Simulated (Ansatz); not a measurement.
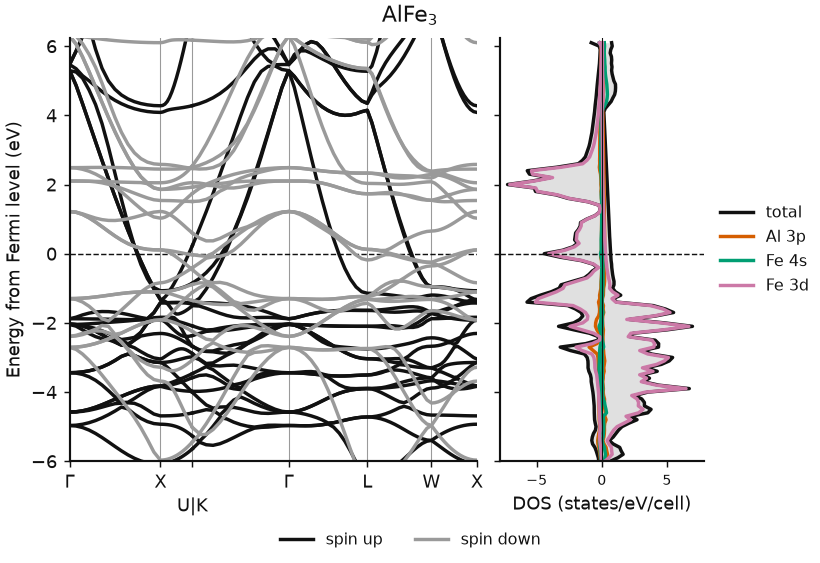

Band structure and density of states of AlFe3, space group Fm-3m (No. 225), 4 atoms in the cell. Method: DFT r2SCAN, scalar-relativistic, plane waves, PAW, spin-polarised, 12×12×12 k mesh (Ansatz 0.2.0). Energies are counted from the Fermi level. The partial curves are projected on Löwdin-orthogonalised atomic shells. Spin-down states are drawn negative.

A metal: 3 spin-up and 2 spin-down bands cross the Fermi level along this path. Bands cross the Fermi level on every line of the path. At W the nearest levels lie 0.25 eV below and 0.66 eV above the Fermi level. The density of states at the Fermi level isn't well fixed here: it changes fast, and within 0.3 eV it runs from 1.4 to 5.1 per eV and cell.

The run may have settled in a state above the lowest, so this need not be the ground state.
